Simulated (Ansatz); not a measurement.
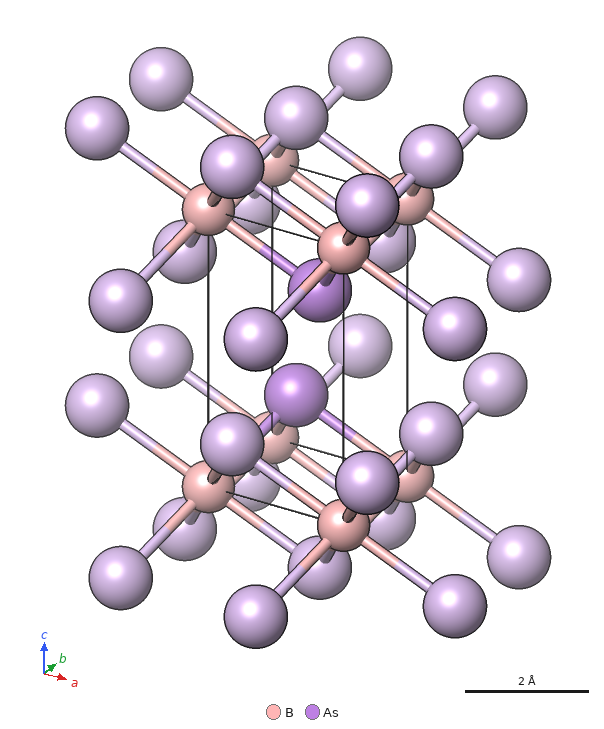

A ball-and-stick rendering, viewed slightly off an axis. The parallelepiped is the conventional unit cell. Outside the box, the atoms bonded to those within are drawn, in fainter colours. Cell: a = 3.33 Å, b = 3.33 Å, c = 4.69 Å, α = 90.00°, β = 90.00°, γ = 120.00°.

It goes back to a structure type filled with these elements by a generator (whether the compound takes this form wasn't checked). Earlier steps of the study, as a rule a relaxation of our own, may have changed the cell and positions, so they can lie some per cent off the listed ones. Ansatz was used for an electronic-structure calculation on it.

Q: Notes on the structure:

A: The material is BAs2. The structure has P-3m1 (No. 164) symmetry and a primitive hexagonal lattice. The cell has 3 atoms, namely 1 B, 2 As. The neighbours of B are six As in an octahedral arrangement at about 2.3 Å. Each As atom has three B in a trigonal pyramidal arrangement at about 2.3 Å around it. The bonds build BAs2 layers parallel to (001).

Method used: DFT PBE, scalar-relativistic, plane waves, PAW in Ansatz. It ran with a basis cut at 420 eV, the zone sampled with 18×18×10 points, Gaussian smearing of 0.1 eV, no spin polarisation.

Q: What is the band gap, if any?

A: A metal: bands cross the Fermi level.

Q: Give the Bader charge of each element.

A: B -0.22 e; As +0.11 e.

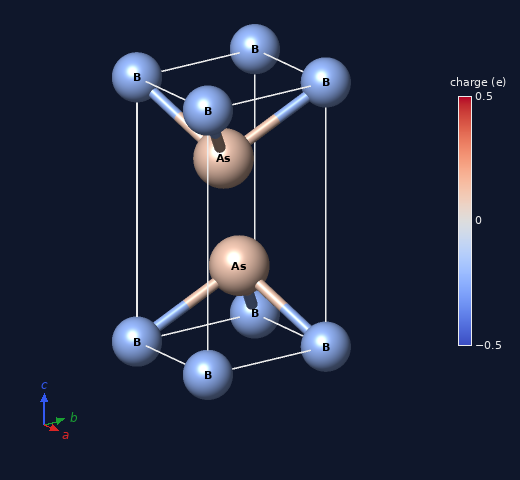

The atoms coloured by those charges. The run's cell of 3 atoms is drawn.

Q: Does the calculation find this structure at rest?

A: Yes. All forces vanish to within 0.01 eV/Å. The pressure is 0.0 GPa, close to zero.
